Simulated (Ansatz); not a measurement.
System: Si, space group Fd-3m (No. 227) (one of a set of cubic test structures, which need not be the stable phase).

Input of one of the runs behind the figure:
```
crystal:
  lattice:
    - [0.0, 2.716643742217, 2.716643742217]
    - [2.716643742217, 0.0, 2.716643742217]
    - [2.716643742217, 2.716643742217, 0.0]
  atoms:
    - { symbol: Si, position: [0.0, 0.0, 0.0] }
    - { symbol: Si, position: [0.25, 0.25, 0.25] }
kpoints:
  mp_grid: { grid: [4, 4, 4] }
hamiltonian:
  xc: hse06
  pseudopotentials: { kind: paw, source: ansatz }
scf:
  occupations: { method: fermi_dirac, width: 0.05 }
  convergence: { dr2_threshold: "1e-10 eV" }
  exx: { energy_threshold: "2e-8 eV", singularity: regularized }
output:
  forces: true
  stress: true
  eigenvalues: true
```

Run as:
```bash
ansatz run input.yaml --threads 2
```

Calculation (Ansatz 0.2.0 development build): equation of state of a cubic crystal from periodic Kohn-Sham density functional theory without spin, third-order Birch-Murnaghan fit to the free energies; pressure corrected for the finite basis. Level: HSE06.

structure type diamond; atoms in cell 2; space group number 227; lattice centring face-centred primitive; k mesh 4×4×4; occupation method Fermi–Dirac; occupation width 0.05 eV; wave cutoff 460 eV; datasets hand-made PAW; density tolerance 0 eV; bands 8; density cutoff ratio 4; search for lower states default; exchange singularity regularized.

Describe the result: the energy above the lowest point and pressure against volume. The volume takes the values 18.82, 19.44, 20.05, 20.66, 21.28 Å³/atom.

A third-order Birch–Murnaghan fit gives V0 = 20.25 Å³/atom, B0 = 98.4 GPa and B′ = 4.2. The energy above the lowest point is 34.7 meV/atom at volume 18.82 Å³/atom and 13.9 meV/atom at 21.28 Å³/atom; the lowest computed point is at volume 20.05 Å³/atom (0.0 meV/atom). The pressure falls from 8.4 GPa at volume 18.82 Å³/atom to −4.4 GPa at 21.28 Å³/atom, and changes sign near 20.27 Å³/atom.

```json
{"volume (Å³/atom)": "18.82", "energy above the lowest point (meV/atom)": "34.7", "pressure (GPa)": "8.4"}
{"volume (Å³/atom)": "19.44", "energy above the lowest point (meV/atom)": "10.3", "pressure (GPa)": "4.4"}
{"volume (Å³/atom)": "20.05", "energy above the lowest point (meV/atom)": "0.0", "pressure (GPa)": "1.0"}
{"volume (Å³/atom)": "20.66", "energy above the lowest point (meV/atom)": "1.8", "pressure (GPa)": "-1.9"}
{"volume (Å³/atom)": "21.28", "energy above the lowest point (meV/atom)": "13.9", "pressure (GPa)": "-4.4"}
```

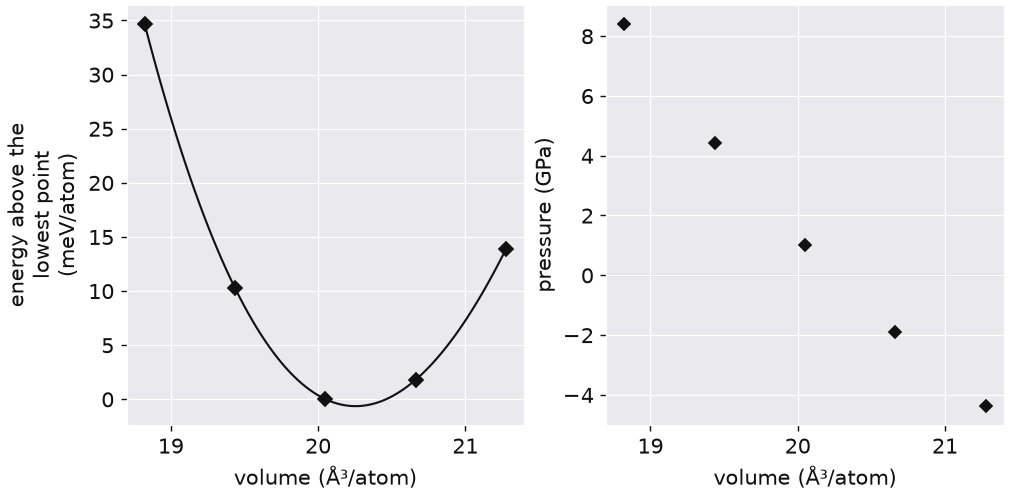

Note: modest k-mesh, values are not fully converged in k.
